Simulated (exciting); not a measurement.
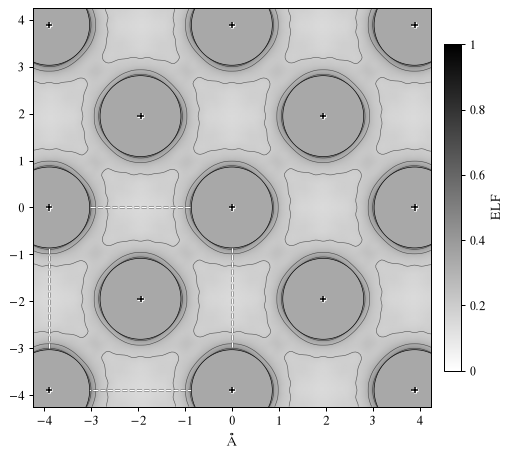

The ELF on a plane through atoms (crosses mark nuclei in the plane; grey discs cover the cores).

Method: Kohn-Sham DFT of a periodic cell, PBEsol, all-electron LAPW+lo, shipped species files in exciting.

Candidates:
A. Pd, a = 3.89 Å, b = 3.89 Å, c = 3.89 Å, α = 90.00°, β = 90.00°, γ = 90.00°. Space group Fm-3m.
B. Ti, a = 3.28 Å, b = 3.28 Å, c = 3.28 Å, α = 90.00°, β = 90.00°, γ = 90.00°. Space group Im-3m.

**Which system is this?**

Candidate A: Pd on the (010) plane of the conventional cell, which holds Pd. Pd–Pd (2.75 Å): the ELF is about 0.25 at the midpoint (no shared electron pair shows on this line).
